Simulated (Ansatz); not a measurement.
Geometry relaxation, with input and output: CoSi (part 2 of 2)

Continued. System: CoSi (2 atoms in the cell). Method: DFT, PBE, paw_fr, spin-orbit coupling (Ansatz 0.2.0); cutoff 420 eV, 14×14×14 k-mesh, Fermi–Dirac smearing of 0.08 eV. The structure was built on a prototype by a generator; it need not be a known phase. The run did not end well.

Geometry of the input (Å; fractional positions):
```
0.0000  2.6470  2.6470
2.6470  0.0000  2.6470
2.6470  2.6470  0.0000
Co 0.0000  0.0000  0.0000
Si 0.2500  0.2500  0.2500
```

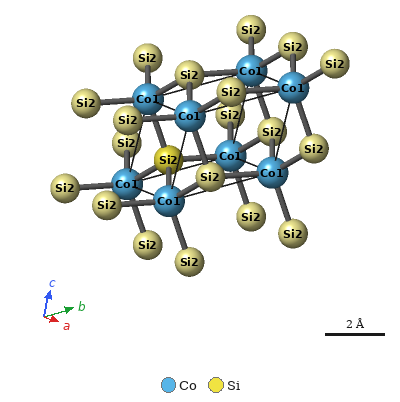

*The geometry at step 1 of the log (ball-and-stick view of the cell of the calculation, seen slightly off an axis; neighbours outside the cell are drawn fainter; atoms are numbered from 1 in the order of the input).*

## Log, continued
```
SCF iter   1: F=—  HF=-5761.446755 eV  |F-HF|=—  |Δ(HF+E_count)|=         —  Δρ=8.80e-3  dr2=5.90e-3  dr2_m=6.16e-3  ethr=3.04e-5  |M|=1.58e-2 ∫|m|=1.85e-2 μB  |m|>n=0.0e0 m-floor=0.0e0 τ_xc=5.2e-8 mc-row=0.0e0  β_m=0.30  ⟨swp⟩=1.4  Hψ=61567  notcnv=0
preconditioner: auto → Kerker (q_TF=auto, 2.509 Å⁻¹)  [metal: Δε(μ)=0.041 eV  Ē_g=7.306 eV  σ=0.080 eV  W_gap=0.13  n_scr=14 (ndim 8)  ℏωp=22.7 eV  f_vac=0.000  D(μ)=1.13/eV (n_scr^D=14)]
spin=Noncollinear: Kerker preconditioning applied to the charge; magnetization (m_x, m_y, m_z) channels mix plain (no charge-response kernel on spin).
SCF iter   2: F=—  HF=-5761.447737 eV  |F-HF|=—  |Δ(HF+E_count)|=   9.81e-4  Δρ=6.34e-3  dr2=2.64e-3  dr2_m=3.20e-3  ethr=2.81e-5  |M|=1.28e-2 ∫|m|=1.57e-2 μB  |m|>n=0.0e0 m-floor=0.0e0 τ_xc=2.9e-7 mc-row=0.0e0  β_m=0.57  ⟨swp⟩=1.0  Hψ=12090  notcnv=0
SCF iter   3: F=—  HF=-5761.450183 eV  |F-HF|=—  |Δ(HF+E_count)|=   2.45e-3  Δρ=8.73e-3  dr2=2.06e-2  dr2_m=3.25e-4  ethr=1.26e-5  |M|=6.27e-3 ∫|m|=9.62e-3 μB  |m|>n=0.0e0 m-floor=0.0e0 τ_xc=2.4e-7 mc-row=0.0e0  β_m=0.30  ⟨swp⟩=2.0  Hψ=22791  notcnv=0  recentre
SCF iter   4: F=—  HF=-5761.448459 eV  |F-HF|=—  |Δ(HF+E_count)|=   1.72e-3  Δρ=1.75e-3  dr2=6.22e-4  dr2_m=2.45e-4  ethr=1.26e-5  |M|=5.78e-3 ∫|m|=9.06e-3 μB  |m|>n=0.0e0 m-floor=0.0e0 τ_xc=1.9e-7 mc-row=0.0e0  β_m=0.71  ⟨swp⟩=2.2  Hψ=19016  notcnv=0
SCF iter   5: F=—  HF=-5761.448469 eV  |F-HF|=—  |Δ(HF+E_count)|=   9.82e-6  Δρ=1.34e-3  dr2=4.08e-4  dr2_m=3.09e-6  ethr=2.96e-6  |M|=9.41e-4 ∫|m|=3.12e-3 μB  |m|>n=0.0e0 m-floor=0.0e0 τ_xc=6.2e-9 mc-row=0.0e0  β_m=0.86  ⟨swp⟩=2.3  Hψ=18660  notcnv=0
SCF iter   6: F=—  HF=-5761.448444 eV  |F-HF|=—  |Δ(HF+E_count)|=   2.45e-5  Δρ=3.93e-4  dr2=3.83e-5  dr2_m=7.76e-7  ethr=1.94e-6  |M|=3.58e-4 ∫|m|=1.43e-3 μB  |m|>n=0.0e0 m-floor=0.0e0 τ_xc=1.9e-9 mc-row=0.0e0  β_m=0.80  ⟨swp⟩=1.0  Hψ=12090  notcnv=0
SCF iter   7: F=—  HF=-5761.448443 eV  |F-HF|=—  |Δ(HF+E_count)|=   1.58e-6  Δρ=2.60e-4  dr2=1.57e-5  dr2_m=2.89e-7  ethr=1.82e-7  |M|=2.49e-4 ∫|m|=9.42e-4 μB  |m|>n=0.0e0 m-floor=0.0e0 τ_xc=7.0e-10 mc-row=0.0e0  β_m=0.90  ⟨swp⟩=2.1  Hψ=15842  notcnv=0
iter 8 did not close the SCF: its close was put off for a magnetic moment that had not settled (scf_convergence_deferred on its scf_iter line)
SCF iter   8: F=-5761.448442 eV  HF=-5761.448442 eV  |F-HF|=4.90e-8  |Δ(HF+E_count)|=   7.21e-7  Δρ=3.04e-5  dr2=8.62e-8  dr2_m=7.34e-8  ethr=9.52e-10  |M|=1.38e-4 ∫|m|=4.60e-4 μB  |m|>n=0.0e0 m-floor=0.0e0 τ_xc=5.0e-11 mc-row=0.0e0  β_m=0.95  ⟨swp⟩=4.0  Hψ=45216  notcnv=0
iter 9 did not close the SCF: its close was put off for a magnetic moment that had not settled (scf_convergence_deferred on its scf_iter line)
SCF iter   9: F=-5761.448442 eV  HF=-5761.448442 eV  |F-HF|=2.52e-8  |Δ(HF+E_count)|=   2.33e-8  Δρ=1.44e-5  dr2=3.43e-8  dr2_m=1.65e-8  ethr=4.11e-10  |M|=5.63e-5 ∫|m|=1.93e-4 μB  |m|>n=0.0e0 m-floor=0.0e0 τ_xc=7.5e-12 mc-row=0.0e0  β_m=0.98  ⟨swp⟩=2.0  Hψ=38849  notcnv=0
iter 10 did not close the SCF: its close was put off for a magnetic moment that had not settled (scf_convergence_deferred on its scf_iter line)
SCF iter  10: F=-5761.448442 eV  HF=-5761.448442 eV  |F-HF|=2.12e-9  |Δ(HF+E_count)|=   4.23e-9  Δρ=3.89e-6  dr2=3.03e-9  dr2_m=4.54e-10  ethr=1.63e-10  |M|=9.43e-6 ∫|m|=3.23e-5 μB  |m|>n=0.0e0 m-floor=0.0e0 τ_xc=1.8e-13 mc-row=0.0e0  β_m=0.93  ⟨swp⟩=2.0  Hψ=36020  notcnv=0
SCF iter  11: F=-5761.448442 eV  HF=-5761.448442 eV  |F-HF|=4.00e-11  |Δ(HF+E_count)|=  1.36e-11  Δρ=7.28e-7  dr2=8.13e-11  dr2_m=2.64e-11  ethr=1.44e-11  |M|=2.43e-6 ∫|m|=8.38e-6 μB  |m|>n=0.0e0 m-floor=0.0e0 τ_xc=2.8e-14 mc-row=0.0e0  ⟨swp⟩=1.5  Hψ=27916  notcnv=0
the starting moments were not kept: the SCF closed with an absolute magnetisation of 8.3e-6 μB, where they sum to 1.7 μB in size (1 site). That is at most 0.1 of that sum. Measured as dr2_m measures the in/out step, that magnetisation stands 8.2e-11 eV from none, at or under the dr2_threshold of 2.0e-7 eV: it is no larger than a step whose dr2_m would equal this threshold.
SCF 2 converged in 11 iterations: F = -5761.448442 eV  dr2 = 8.13e-11
relax step   2: F+E_penalty+E_count = -5761.44844195 eV  Δ(F+E_penalty+E_count) = -1.138e-1 eV  max|allowed force component| = 6.939e-18 eV/Å  Δτ_max = 0.0000 Å  P = -5.091 GPa  Ω = 34.733 Å³  energy of the carried Pulay correction = +7.938e-4 eV  (11 SCF iters, dr2 threshold 2.00e-7 eV, accepted)
Crystal: 2 atoms, lattice volume = 32.560 Å³
Basis set: ecut = 420 eV, 609 PW (Γ), exchange–correlation on 54×54×54 points (8 copies of the dense FFT grid, shifted against one another)
Projection manifold: j_resolved (fully-relativistic pseudo-atomic orbitals)
iter 1 solved again at ethr=3.58e-5 eV; its pass at ethr=3.10e-3 eV (dr2=7.52e-3 eV) is discarded
SCF iter   1: F=—  HF=-5761.475708 eV  |F-HF|=—  |Δ(HF+E_count)|=         —  Δρ=9.14e-3  dr2=6.93e-3  dr2_m=6.23e-3  ethr=3.58e-5  |M|=1.39e-2 ∫|m|=1.62e-2 μB  |m|>n=0.0e0 m-floor=0.0e0 τ_xc=2.0e-9 mc-row=0.0e0  β_m=0.30  ⟨swp⟩=1.3  Hψ=61245  notcnv=0
preconditioner: auto → Kerker (q_TF=auto, 2.536 Å⁻¹)  [metal: Δε(μ)=0.029 eV  Ē_g=7.658 eV  σ=0.080 eV  W_gap=0.09  n_scr=14 (ndim 8)  ℏωp=23.5 eV  f_vac=0.000  D(μ)=1.02/eV (n_scr^D=8)]
spin=Noncollinear: Kerker preconditioning applied to the charge; magnetization (m_x, m_y, m_z) channels mix plain (no charge-response kernel on spin).
SCF iter   2: F=—  HF=-5761.476649 eV  |F-HF|=—  |Δ(HF+E_count)|=   9.40e-4  Δρ=6.58e-3  dr2=2.59e-3  dr2_m=3.23e-3  ethr=3.30e-5  |M|=1.11e-2 ∫|m|=1.35e-2 μB  |m|>n=0.0e0 m-floor=0.0e0 τ_xc=2.5e-7 mc-row=0.0e0  β_m=0.51  ⟨swp⟩=1.0  Hψ=12090  notcnv=0
```

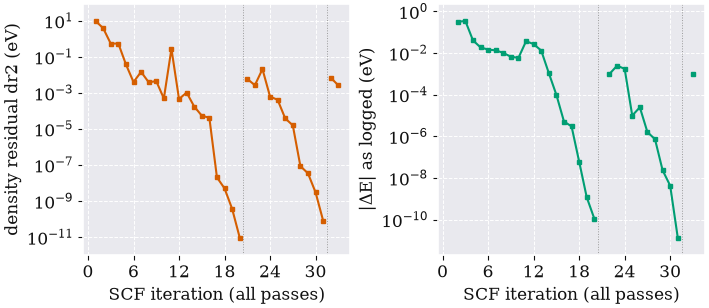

*Convergence of the self-consistent field: density residual dr2 and size of the energy change against the SCF iteration. Dotted lines part the SCF passes that the log prints in full.*

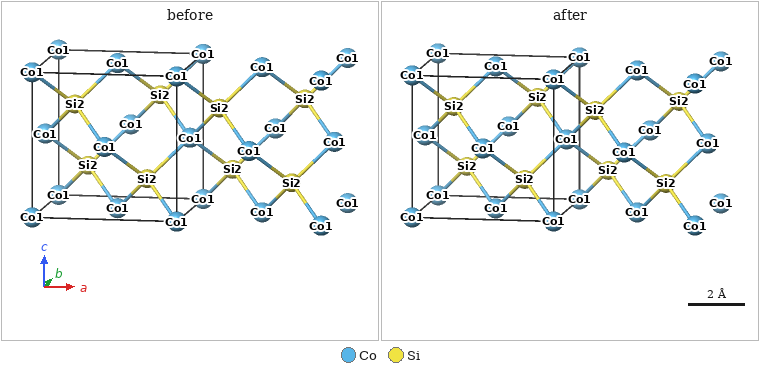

*Before (left) and after (right) the relaxation, at one scale (ball-and-stick view of the cell 4 times as large as that of the calculation, set on its symmetry axes, repeated 2 × 1 × 1, seen slightly off an axis).*

The run was cut off at its time limit before the relaxation converged, so the last structure is only a point on the way. The energy falls by 56.9 meV per atom in 1 geometry step. All forces vanish by symmetry, so only the cell relaxes. The pressure goes from −9.94 to −5.09 GPa. No atom moves by more than 0.005 Å relative to the cell. The drawn cell changes as follows: a = b = c 5.294 → 5.179 Å (−2.2 %); the volume changes by −6.4 %. Distances before and after: Co1–Si2 2.292 → 2.243 Å. The space group stays F-43m (No. 216). (Atoms are counted from 1 in the order of the input.)

```
Step cancelled. What follows is not a result of the run: it is the report of the last solve that finished, which converged after 11 SCF iterations.
Magnetization: |M| = 0.0000 μB,  M = (-0.0000, +0.0000, +0.0000) μB
Absolute magnetization: 0.0000 μB (∫|m|, with the PAW one-centre terms)
  site 0: m = (-0.0000, -0.0000, +0.0000) μB, |m| = 0.0000 μB  (R = 0.93 Å)
  site 1: m = (-0.0000, +0.0000, -0.0000) μB, |m| = 0.0000 μB  (R = 0.93 Å)
Free energy (F): -5761.448442 eV
Harris-Foulkes:  -5761.448442 eV  (|F-HF|=4.00e-11)
Internal energy: -5761.423495 eV  (E = F + TS)
E sigma→0 (E₀):  -5761.435968 eV
Entropy (-TS):   -0.024947 eV (-12.474 meV/atom)
Fermi energy:    8.362533 eV
--- Per-component energies (eV) ---
  E_band       = -391.444674
  E_kinetic    = 497.238553
  E_local      = -4180.143806  (includes V_loc(G=0)·N_el)
  E_nonlocal   = 483.334565
  E_hartree    = 1778.958071
  E_xc         = -213.234526
  E_vxc        = -250.527303  (∫ρ·V_xc dr)
  E_paw        = -2032.030717  (= ΣΔE_a)
  E_vpaw       = -499.262403  (= ΣTr[D̂ρ^β])
  E_aug_tail   = 0.000039  (compensation charges beyond the density's cutoff)
  E_ewald      = -2095.545673
  E_smearing   = -0.024947  (= −TS)
  E_closure    = 0.000000  (closes the sum)
  Σ components = -5761.448442   (vs F -5761.448442, Δ=0.00e0)
--- Forces (eV/Å), atoms counted from 1 ---
  atom   1  Co     0.00000000     0.00000000    -0.00000000
  atom   2  Si     0.00000000     0.00000000    -0.00000000
  max |Σ_I F_I| component: 4.86e-17 eV/Å
--- Stress (GPa, compression-positive) ---
       -5.146477       0.000000       0.000000
        0.000000      -5.146477      -0.000000
        0.000000      -0.000000      -5.146511
  P = ⅓ Tr σ = -5.1465 GPa (-51.465 kbar)
--- Band table (eV; the first three rows and the last of 403) ---
  k-point 0: bands = ["-85.8875", "-85.8875", "-50.4548", "-50.4548", "-48.6154", "-48.6154", "-48.6154", "-48.6154", "-1.2761", "-1.2761", "6.1561", "6.1561", "6.1561", "6.1561", "6.2223", "6.2223", "7.4262", "7.4262", "7.4262", "7.4262", "14.4063", "14.4063", "14.4216", "14.4216", "14.4216", "14.4216", "15.8098", "15.8098", "15.9337", "15.9337"]
  k-point 1: bands = ["-85.8875", "-85.8875", "-50.4548", "-50.4548", "-48.6155", "-48.6155", "-48.6154", "-48.6154", "-1.2009", "-1.2009", "6.1256", "6.1256", "6.1674", "6.1764", "6.2284", "6.2284", "7.4144", "7.4175", "7.4175", "7.4282", "13.5219", "13.5219", "14.1683", "14.1683", "14.1793", "14.1910", "16.1061", "16.1061", "16.2060", "16.2115"]
  k-point 2: bands = ["-85.8875", "-85.8875", "-50.4550", "-50.4550", "-48.6159", "-48.6159", "-48.6155", "-48.6155", "-0.9783", "-0.9783", "6.0049", "6.0049", "6.2050", "6.2224", "6.2711", "6.2711", "7.3982", "7.3982", "7.4000", "7.4264", "12.0807", "12.0807", "13.7071", "13.7071", "13.7212", "13.7393", "16.2187", "16.2187", "16.6473", "16.6473"]
  k-point 402: bands = ["-85.8875", "-85.8875", "-50.4565", "-50.4563", "-48.6179", "-48.6176", "-48.6171", "-48.6170", "2.0300", "2.0436", "5.2179", "5.2331", "5.9678", "5.9900", "6.8415", "6.8985", "7.3647", "7.4281", "7.4490", "7.4754", "7.8608", "7.8734", "8.5538", "8.6006", "9.5155", "9.5802", "16.6812", "16.6990", "17.3463", "17.3593"]
End of that report.
Error: SIGTERM received: cancelled by the caller after 2 completed SCF iterations
```

## Trajectory as extended XYZ (Å, eV, eV/Å), 2 frames, from step=1 to step=2
```
2
Lattice="0.0000 2.6470 2.6470 2.6470 0.0000 2.6470 2.6470 2.6470 0.0000" Properties=species:S:1:pos:R:3:forces:R:3 step=1 energy=-5761.33461 pressure_GPa=-9.94
Co    0.0000    0.0000    0.0000    0.0000   0.0000   0.0000
Si    1.3235    1.3235    1.3235    0.0000   0.0000   0.0000
2
Lattice="0.0000 2.5896 2.5896 2.5896 0.0000 2.5896 2.5896 2.5896 0.0000" Properties=species:S:1:pos:R:3:forces:R:3 step=2 energy=-5761.44844 pressure_GPa=-5.09
Co    0.0000    0.0000    0.0000    0.0000   0.0000   0.0000
Si    1.2948    1.2948    1.2948    0.0000   0.0000   0.0000
```

## What the run reported

```json
{"quantity": "outcome", "value": "stopped at the time limit"}
{"quantity": "space group (tolerance 0.01 Å)", "value": "F-43m (216)"}
{"quantity": "final cell", "value": "a = 3.662 Å, b = 3.662 Å, c = 3.662 Å, α = 60.00°, β = 60.00°, γ = 60.00°"}
{"quantity": "wall time", "value": "5.3 min"}
{"quantity": "peak memory", "value": "1.1 GiB"}
```

## Diagnosis

Settings chosen away from the usual ones: hamiltonian.pseudopotentials = {"kind": "paw_fr"}, magnetization = {"noncollinear": true, "spin_orbit": true}. The run was cut off by its time limit, so the output is incomplete. The program warns: some starting moments were not kept; cancelled by the caller after 2 completed SCF iterations.
